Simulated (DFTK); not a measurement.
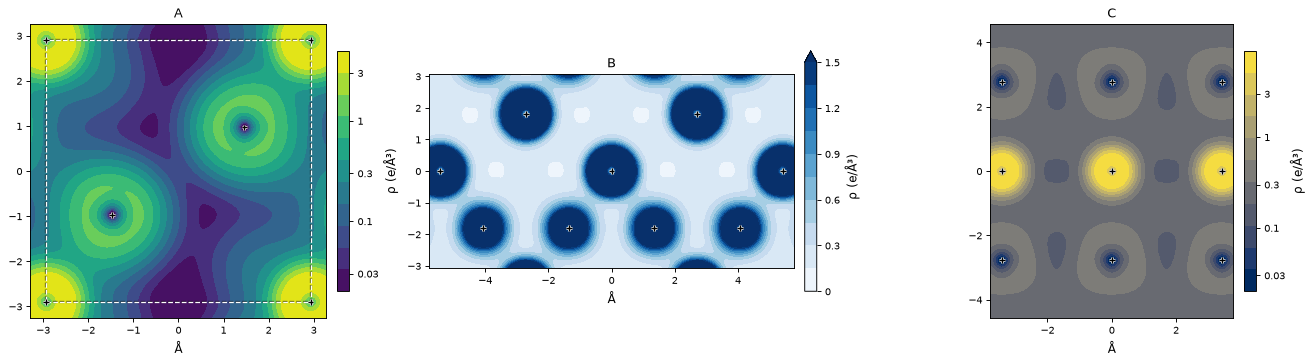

The valence charge density (pseudo) of 3 systems, each on a plane through atoms (crosses mark nuclei in the plane).

Computed with Kohn-Sham DFT of a periodic cell, PBEsol, dojo.nc.sr.PBEsol.v0_4_1.standard.upf in DFTK 0.8.2.

System 1: HfN, the (110) plane of the conventional cell. Space group P6₃/mmc; a structure from a database of computed crystals, not necessarily the ambient phase; computed pressure about −3 GPa in this cell.

System 2: TaS2, the (110) plane of the conventional cell. Space group P-3m1; not relaxed (largest force 1.0 eV/Å); computed pressure about 4 GPa in this cell.

```yaml
crystal:
  lattice:
    - [3.35000, 0.00000, 0.00000]
    - [-1.67500, 2.90119, 0.00000]
    - [0.00000, 0.00000, 5.86000]
  atoms:
    - { symbol: Ta, position: [0.00000, 0.00000, 0.00000] }
    - { symbol: S, position: [0.66667, 0.33333, 0.75000] }
    - { symbol: S, position: [0.33333, 0.66667, 0.25000] }
```

System 3: TiSi2, the (100) plane of the conventional cell. Space group Immm; a structure from a database of computed crystals, not necessarily the ambient phase; computed pressure about −4 GPa in this cell.

**Match each panel to its system.**

Panel A is system 2, TaS2: the plane holds Ta and S. Ta–S (2.43 Å): the density is about 0.56 e/Å³ at the midpoint. Panel B is system 1, HfN: the plane holds Hf and N. Hf–N (2.26 Å): ρ is about 0.48 e/Å³ halfway. Panel C is system 3, TiSi2: the plane holds Ti and Si. Ti–Si (2.78 Å): ρ is about 0.26 e/Å³ halfway.
